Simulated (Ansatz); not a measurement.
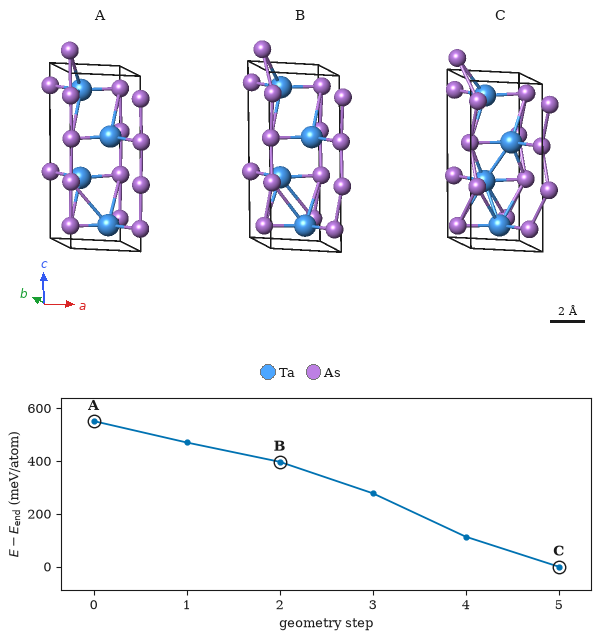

Frames of a relaxation of solid TaAs (a generated structure, set up in P1) (coarse preliminary run), marked on the history of the run. A ball-and-stick model of the cell of the calculation, seen slightly off an axis.

Method: DFT PBE, scalar-relativistic, plane waves, PAW in Ansatz 0.2.0. Settings: plane-wave cutoff 420 eV; k-point mesh 6 × 6 × 2; occupations gaussian; smearing width 0.2 eV; no spin polarisation; cell and atoms relaxed; force threshold 0.025 eV/Å; at most 60 steps.

> What happens along the run?

The run was cut off at its time limit before the relaxation converged, so the last structure is only a point on the way. An As atom moves most relative to the cell: 0.85 Å along [−3 1 0]. Largest moves by element: As 0.85 Å, Ta 0.66 Å. The drawn cell changes as follows: a 4.292 → 4.435 Å (+3.4 %), b 4.436 → 4.512 Å (+1.7 %), c 10.491 → 10.019 Å (−4.5 %), α 89.2° → 87.7°, β 90.8° → 91.0°, γ 120.8° → 124.1°; the volume changes by −3.2 %. Near-neighbour distances that change, for instance: As–Ta 3.688 → 2.789 Å, Ta–Ta 3.536 → 2.734 Å, Ta–Ta 3.710 → 2.961 Å, As–Ta 3.596 → 2.860 Å. New bonds form, among them: As–Ta (3.60 → 2.86 Å), As–Ta (3.69 → 2.79 Å), Ta–Ta (3.54 → 2.73 Å), Ta–Ta (3.54 → 2.84 Å). Among the angles between lasting bonds that change: As–As–As 176.4° → 115.7°, As–As–As 177.3° → 120.7°, As–As–As 176.6° → 126.0°. The space group stays P1 (No. 1). Over 5 geometry steps the energy falls by 551 meV per atom. The largest force component goes from 2.5 to 0.78 eV/Å. The pressure goes from 0.97 to 1.22 GPa. From step 0 to 2: an As atom moves most (0.39 Å), volume −1.3 %, energy −154 meV per atom. From step 2 to 5: an As atom moves most (0.57 Å), volume −1.9 %, energy −397 meV per atom.
